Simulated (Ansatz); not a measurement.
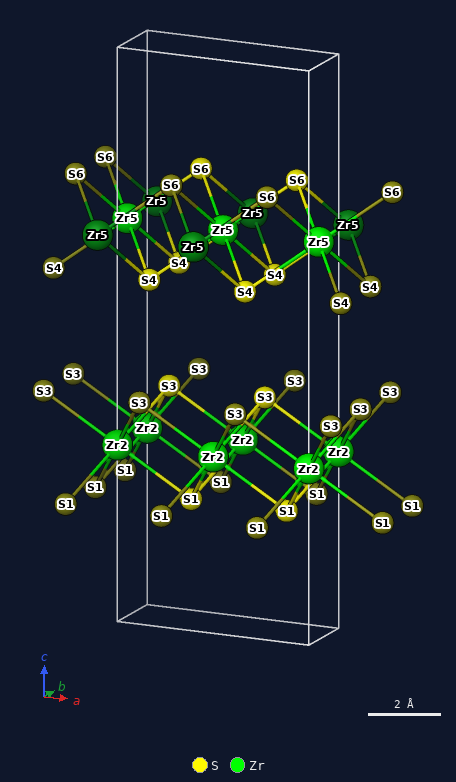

Figure 1. The structure (ball-and-stick view of the 2 × 1 repeat of the cell, with the vacuum cut short, seen slightly off an axis; neighbours outside the cell are drawn fainter; atoms are numbered from 1 in the order of the input). An atom can appear more than once, as a periodic image. Near neighbours in the periodic cell (some may lie outside the picture): S has 3 Zr at 2.56 Å; Zr has 6 S at 2.56 Å.

**ZrS$_{2}$: a changed input and its effect**

System: ZrS$_{2}$ (slab, 6 atoms in the cell).
Method of run A: DFT, PBE, dispersion d3bj, plane waves, PAW, PAW set soft_1, no spin polarisation (Ansatz 0.2.0).

The structure derives from an entry of the Crystallography Open Database. Text and figures count atoms from 1; the logs count them from 0 in places.

## Input, run A
```yaml
crystal:
  lattice:
    - [3.6488385572, 0.0, 0.0]
    - [-1.8244192786, 3.1599868848, 0.0]
    - [0.0, 0.0, 23.3343004398]
  atoms:
    - { symbol: S, position: [0.6666666667, 0.3333333333, 0.1928491498] }
    - { symbol: Zr, position: [0.0, 0.0, 0.2553569208] }
    - { symbol: S, position: [0.3333333333, 0.6666666667, 0.3178646919] }
    - { symbol: S, position: [0.3333333333, 1.0, 0.4588588481] }
    - { symbol: Zr, position: [1.0, 1.3333333333, 0.5213666191] }
    - { symbol: S, position: [0.6666666667, 0.6666666667, 0.5838743902] }
basis:
  ecutrho_ratio: 9
kpoints:
  mp_grid: { grid: [11, 11, 1] }
hamiltonian:
  xc: pbe
  pseudopotentials: { kind: paw, azcp: { folder: soft_1 } }
  dispersion: d3bj
scf:
  occupations: { method: gaussian, width: 0.05 }
  eigensolver: { kind: davidson }
output:
  forces: true
  eigenvalues: true
efield:
  axis: 3
  dipole_correction: true
  ramp_width: 0.04
```

Command:
```bash
ansatz run input.yaml --threads 1 --pin off --max-ram 3072MiB --backend cpu --events-out ev --progress --plain --runs-dir out
```

Hardware: 1 thread of Arm Neoverse V1, 24 GiB of memory available, shared host.

## Output, shortened to warnings, some set-up lines, iterations and results (run A)
```
Basis set: ecut = 420 eV, 5189 PW (Γ), exchange–correlation on 80×80×480 points (8 copies of the dense FFT grid, shifted against one another)
Symmetry: 1 space group operations
k-points: 61 of 121 (time reversal used)
Initial density: superposition of atomic densities (neutral atoms: chi_scale 0, normalization atom)
[...]
SCF iter   1: F=—  HF=-11988.637790 eV  |F-HF|=—  |Δ(HF+E_count)|=         —  Δρ=3.58e-2  dr2=5.53e0  ethr=1.15e-2  p=0.000 e·Å  D=1.95e-9 V/Å  ΔV_dip=-0.00 eV  …
SCF iter   2: F=—  HF=-11987.122403 eV  |F-HF|=—  |Δ(HF+E_count)|=    1.52e0  Δρ=1.37e-2  dr2=7.44e-1  ethr=1.15e-2  p=-0.000 e·Å  D=-4.58e-6 V/Å  ΔV_dip=0.00 eV  …
SCF iter   3: F=—  HF=-11987.016466 eV  |F-HF|=—  |Δ(HF+E_count)|=   1.06e-1  Δρ=6.89e-3  dr2=1.10e-1  ethr=1.55e-3  p=0.000 e·Å  D=2.08e-6 V/Å  ΔV_dip=-0.00 eV  …
SCF iter   4: F=—  HF=-11987.020096 eV  |F-HF|=—  |Δ(HF+E_count)|=   3.63e-3  Δρ=1.79e-3  dr2=8.05e-3  ethr=1.56e-5  p=-0.000 e·Å  D=-3.19e-6 V/Å  ΔV_dip=0.00 eV  …
SCF iter   5: F=—  HF=-11987.022090 eV  |F-HF|=—  |Δ(HF+E_count)|=   1.99e-3  Δρ=3.49e-4  dr2=1.04e-3  ethr=1.56e-5  p=0.000 e·Å  D=1.25e-5 V/Å  ΔV_dip=-0.00 eV  …
SCF iter   6: F=—  HF=-11987.022159 eV  |F-HF|=—  |Δ(HF+E_count)|=   6.88e-5  Δρ=2.14e-4  dr2=7.95e-4  ethr=2.16e-6  p=-0.000 e·Å  D=-2.69e-5 V/Å  ΔV_dip=0.00 eV  …
SCF iter   7: F=—  HF=-11987.022141 eV  |F-HF|=—  |Δ(HF+E_count)|=   1.75e-5  Δρ=7.99e-5  dr2=4.96e-5  ethr=1.66e-6  p=0.000 e·Å  D=6.73e-6 V/Å  ΔV_dip=-0.00 eV  …
SCF iter   8: F=—  HF=-11987.022147 eV  |F-HF|=—  |Δ(HF+E_count)|=   5.76e-6  Δρ=1.83e-5  dr2=2.58e-6  ethr=1.03e-7  p=-0.000 e·Å  D=-3.51e-6 V/Å  ΔV_dip=0.00 eV  …
SCF iter   9: F=—  HF=-11987.022147 eV  |F-HF|=—  |Δ(HF+E_count)|=   3.07e-7  Δρ=6.23e-6  dr2=2.59e-7  ethr=5.37e-9  p=0.000 e·Å  D=6.77e-6 V/Å  ΔV_dip=-0.00 eV  …
SCF iter  10: F=-11987.022147 eV  HF=-11987.022147 eV  |F-HF|=8.33e-8  |Δ(HF+E_count)|=   2.31e-8  Δρ=2.98e-6  dr2=8.07e-8  ethr=5.40e-10  p=-0.000 e·Å  D=-1.48e-5 V/Å  …
SCF 1 converged in 10 iterations: F = -11987.022147 eV  dr2 = 8.07e-8
  Residual-converged pass: ⟨swp⟩=4.0  Hψ=5597  notcnv=0  max |occ|·‖R‖ = 6.2e-6 eV (tolerance 6.7e-6 eV)  dr2=8.76e-8  dr2_onsite=9.93e-10  max |Δocc| = 1.4e-52
SCF converged after 10 iterations
Free energy (F): -11987.022147 eV
Harris-Foulkes:  -11987.022147 eV  (|F-HF|=8.33e-8)
Internal energy: -11987.022147 eV  (E = F + TS)
E sigma→0 (E₀):  -11987.022147 eV
Fermi energy:    0.880581 eV
Dipole field:    D = 0.000149 V/Å  (p = 0.000222 e·Å, saw-weighted, corrected)
Work function:   Φ+ = 5.8746 eV   Φ− = 5.8780 eV
Levels:          The Fermi level and band energies are counted from a zero that moves with the ramp; work functions are not
--- Per-component energies (eV) ---
  E_band       = -646.488718
  E_kinetic    = 1053.829916
  E_local      = -20892.979684  (includes V_loc(G=0)·N_el)
  E_nonlocal   = 283.163776
  E_hartree    = 9916.679679
  E_xc         = -666.510136
  E_vxc        = -698.035734  (∫ρ·V_xc dr)
  E_paw        = -8360.738694  (= ΣΔE_a)
  E_vpaw       = -225.826864  (= ΣTr[D̂ρ^β])
  E_aug_tail   = -0.000002  (compensation charges beyond the density's cutoff)
  E_efield     = 0.000000  (sawtooth field / dipole correction)
  E_vefield    = 0.000000  (∫n·V_field dr)
  E_ewald      = 6681.247537
  E_disp       = -1.714540  (pairwise vdW)
  E_smearing   = -0.000000  (= −TS)
  E_closure    = 0.000000  (closes the sum)
  Σ components = -11987.022147   (vs F -11987.022147, Δ=0.00e0)
--- Forces (eV/Å), atoms counted from 1 ---
  atom   1  S      0.00398713    -0.00551189     0.00566218
  atom   2  Zr    -0.00301867     0.00090013     0.04526350
  atom   3  S      0.01292117    -0.01944626     0.01165253
  atom   4  S     -0.01038049     0.02091413    -0.01168927
  atom   5  Zr    -0.00072922    -0.00306525    -0.04506341
  atom   6  S     -0.00277992     0.00620961    -0.00596515
  max |Σ_I F_I| component: 1.40e-4 eV/Å
```

The input of run B differs as follows (lines with − go, lines with + come):
```diff
-  ecutrho_ratio: 9
+  ecutwfc: 420
-  mp_grid: { grid: [11, 11, 1] }
+  mp_grid: { grid: [9, 9, 1] }
-  eigensolver: { kind: davidson }
```

What does this change do to the results?

The free energy of run B is 0.20 meV per atom higher, the joint effect of these numerical settings, which can't be told apart here. The number of SCF iterations is the same. The irreducible k-points go from 61 to 41. On the same kind of shared host run B took about 0.54 times as long.

## Output, shortened to warnings, some set-up lines, iterations and results (run B)
```
Basis set: ecut = 420 eV, 5189 PW (Γ), exchange–correlation on 50×50×320 points (8 copies of the dense FFT grid, shifted against one another)
Symmetry: 1 space group operations
k-points: 41 of 81 (time reversal used)
Initial density: superposition of atomic densities (neutral atoms: chi_scale 0, normalization atom)
[...]
SCF iter   1: F=—  HF=-11988.658589 eV  |F-HF|=—  |Δ(HF+E_count)|=         —  Δρ=3.63e-2  dr2=5.64e0  ethr=3.10e-3  p=-0.000 e·Å  D=-1.67e-8 V/Å  ΔV_dip=0.00 eV  …
SCF iter   2: F=—  HF=-11987.122721 eV  |F-HF|=—  |Δ(HF+E_count)|=    1.54e0  Δρ=1.40e-2  dr2=7.46e-1  ethr=3.10e-3  p=0.000 e·Å  D=1.33e-6 V/Å  ΔV_dip=-0.00 eV  …
SCF iter   3: F=—  HF=-11987.019310 eV  |F-HF|=—  |Δ(HF+E_count)|=   1.03e-1  Δρ=6.87e-3  dr2=1.17e-1  ethr=1.55e-3  p=-0.000 e·Å  D=-9.61e-6 V/Å  ΔV_dip=0.00 eV  …
SCF iter   4: F=—  HF=-11987.018310 eV  |F-HF|=—  |Δ(HF+E_count)|=   1.00e-3  Δρ=2.05e-3  dr2=1.27e-2  ethr=2.43e-4  p=0.000 e·Å  D=8.16e-6 V/Å  ΔV_dip=-0.00 eV  …
SCF iter   5: F=—  HF=-11987.020850 eV  |F-HF|=—  |Δ(HF+E_count)|=   2.54e-3  Δρ=4.31e-4  dr2=1.77e-3  ethr=2.64e-5  p=-0.000 e·Å  D=-2.23e-5 V/Å  ΔV_dip=0.00 eV  …
SCF iter   6: F=—  HF=-11987.020989 eV  |F-HF|=—  |Δ(HF+E_count)|=   1.39e-4  Δρ=2.80e-4  dr2=1.23e-3  ethr=3.68e-6  p=0.000 e·Å  D=2.44e-5 V/Å  ΔV_dip=-0.00 eV  …
SCF iter   7: F=—  HF=-11987.020941 eV  |F-HF|=—  |Δ(HF+E_count)|=   4.85e-5  Δρ=1.06e-4  dr2=1.49e-4  ethr=2.56e-6  p=0.000 e·Å  D=7.70e-6 V/Å  ΔV_dip=-0.00 eV  …
SCF iter   8: F=—  HF=-11987.020938 eV  |F-HF|=—  |Δ(HF+E_count)|=   2.57e-6  Δρ=3.47e-5  dr2=1.20e-5  ethr=3.11e-7  p=0.000 e·Å  D=3.67e-6 V/Å  ΔV_dip=-0.00 eV  …
SCF iter   9: F=—  HF=-11987.020970 eV  |F-HF|=—  |Δ(HF+E_count)|=   3.18e-5  Δρ=3.55e-6  dr2=1.45e-7  ethr=2.50e-8  p=-0.000 e·Å  D=-6.52e-6 V/Å  ΔV_dip=0.00 eV  …
SCF iter  10: F=-11987.020970 eV  HF=-11987.020970 eV  |F-HF|=4.60e-8  |Δ(HF+E_count)|=   9.15e-9  Δρ=2.03e-6  dr2=4.14e-8  ethr=2.08e-10  p=0.000 e·Å  D=1.03e-5 V/Å  …
SCF 1 converged in 10 iterations: F = -11987.020970 eV  dr2 = 4.14e-8
SCF converged after 10 iterations
Free energy (F): -11987.020970 eV
Harris-Foulkes:  -11987.020970 eV  (|F-HF|=4.60e-8)
Internal energy: -11987.020970 eV  (E = F + TS)
E sigma→0 (E₀):  -11987.020970 eV
Fermi energy:    0.884519 eV
Dipole field:    D = -0.000108 V/Å  (p = -0.000161 e·Å, saw-weighted, corrected)
Work function:   Φ+ = 5.8736 eV   Φ− = 5.8710 eV
Levels:          The Fermi level and band energies are counted from a zero that moves with the ramp; work functions are not
--- Per-component energies (eV) ---
  E_band       = -646.492611
  E_kinetic    = 1053.839027
  E_local      = -20892.981913  (includes V_loc(G=0)·N_el)
  E_nonlocal   = 283.159466
  E_hartree    = 9916.680958
  E_xc         = -666.513530
  E_vxc        = -698.039891  (∫ρ·V_xc dr)
  E_paw        = -8360.737927  (= ΣΔE_a)
  E_vpaw       = -225.825710  (= ΣTr[D̂ρ^β])
  E_aug_tail   = -0.000048  (compensation charges beyond the density's cutoff)
  E_efield     = 0.000000  (sawtooth field / dipole correction)
  E_vefield    = 0.000000  (∫n·V_field dr)
  E_ewald      = 6681.247537
  E_disp       = -1.714540  (pairwise vdW)
  E_smearing   = -0.000000  (= −TS)
  E_closure    = -0.000000  (closes the sum)
  Σ components = -11987.020970   (vs F -11987.020970, Δ=0.00e0)
--- Forces (eV/Å), atoms counted from 1 ---
  atom   1  S      0.00399592    -0.00552346     0.00676724
  atom   2  Zr    -0.00303854     0.00091425     0.04503861
  atom   3  S      0.01291925    -0.01942496     0.01098832
  atom   4  S     -0.01036291     0.02089912    -0.01078133
  atom   5  Zr    -0.00072766    -0.00308795    -0.04518320
  atom   6  S     -0.00278605     0.00622263    -0.00673627
  max |Σ_I F_I| component: 9.34e-5 eV/Å
```

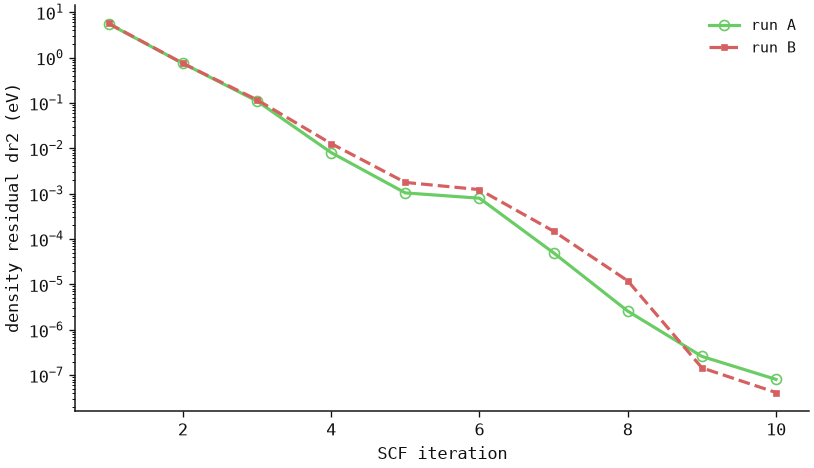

Figure 2. Convergence of the two runs: density residual dr2 against the SCF iteration. Run A takes 10 iterations in all, and run B takes 10.

## The two runs side by side

```csv
quantity,run A,run B
outcome,converged,converged
free energy per atom (eV),−1997.8370,−1997.8368
gap on the mesh (eV),1.04,1.05
largest force (eV/Å),0.045,0.045
SCF iterations,10,10
irreducible k-points,61,41
plane waves at Γ,5189,5189
work function (eV),–,5.87
wall time (shared host),68 s,36 s
```
